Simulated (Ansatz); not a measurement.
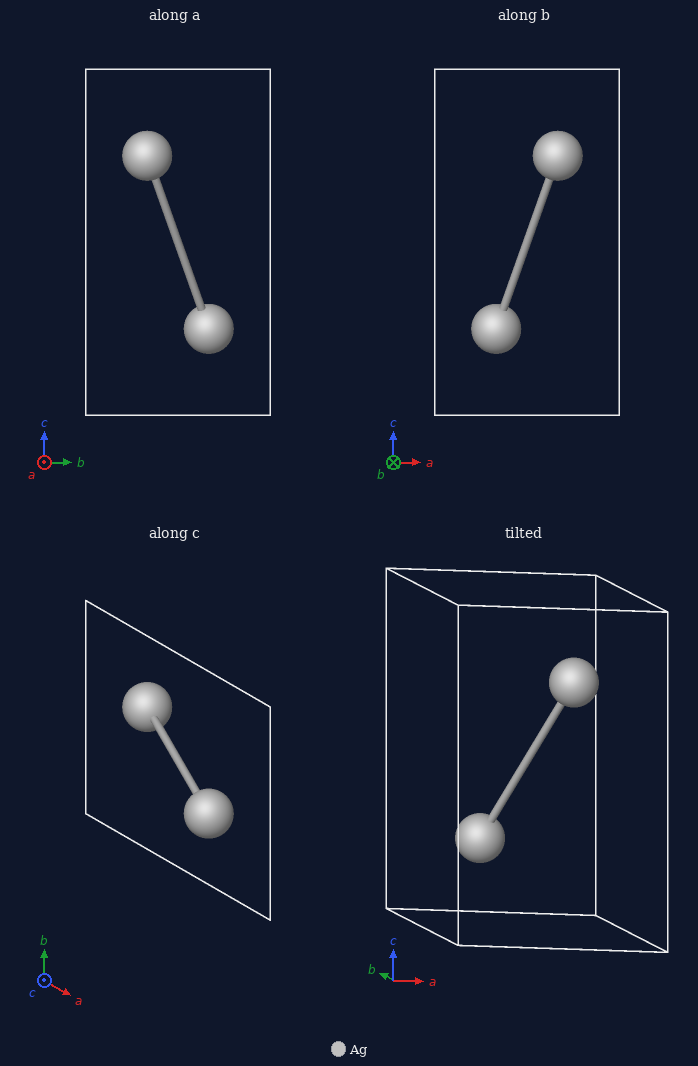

View along the a axis, along the b axis, along the c axis and slightly off an axis, drawn as a ball-and-stick model. The wireframe shows the conventional unit cell.

Lattice parameters: a = 2.837 Å, b = 2.837 Å, c = 4.608 Å, α = 90.00°, β = 90.00°, γ = 120.00°.

Convert the drawing into a table of Wyckoff sites.

Space group P6_3/mmc (No. 194).
| atom | site | x | y | z |
| --- | --- | --- | --- | --- |
| Ag | 2c | 0.3333 | 0.6667 | 0.2500 |

The structure comes from a structure type filled with this element by a generator (whether the element takes this form wasn't checked). Earlier steps of the study may have refined or changed the cell and positions. An electronic-structure calculation with Ansatz was run on it.
